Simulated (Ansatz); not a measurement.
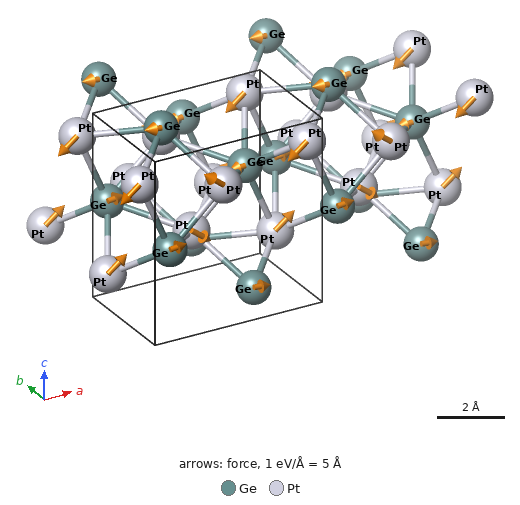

Starting geometry of solid GePt (a generated structure, set up in Pnma) with the computed forces as orange arrows. The picture is a ball-and-stick view of the cell of the calculation, repeated 2 × 2 × 1 with one cell outlined, seen from a free direction.

The calculation used DFT, PBE, plane-wave PAW, default files, scalar-relativistic in Ansatz 0.2.0. (plane-wave cutoff 420 eV; k-point mesh 8 × 13 × 8; occupations fermi dirac; smearing width 0.05 eV; no spin polarisation; atoms relaxed in a fixed cell; force threshold 0.02 eV/Å; at most 60 steps)

Is this structure relaxed? If not, where do the atoms go?

It isn't relaxed: the largest force vector, on Pt atoms, is 0.17 eV/Å. The atoms end up moving mostly along the starting forces (cosine between the two patterns 0.97). The largest moves, 0.041 Å, are those of Pt atoms. By element the largest moves are Pt 0.041 Å, Ge 0.022 Å. The cell doesn't change. Among the contacts that change: Ge–Pt 2.540 → 2.512 Å, Ge–Pt 2.574 → 2.557 Å, Ge–Pt 2.711 → 2.724 Å, Ge–Pt 2.686 → 2.696 Å. Bond angles that change, for instance: Ge–Pt–Ge 156.1° → 158.6°. The space group stays Pnma (No. 62). After 3 geometry steps the energy has fallen by 18.9 meV per cell of the calculation. The largest force component goes from 0.14 to 0.017 eV/Å.
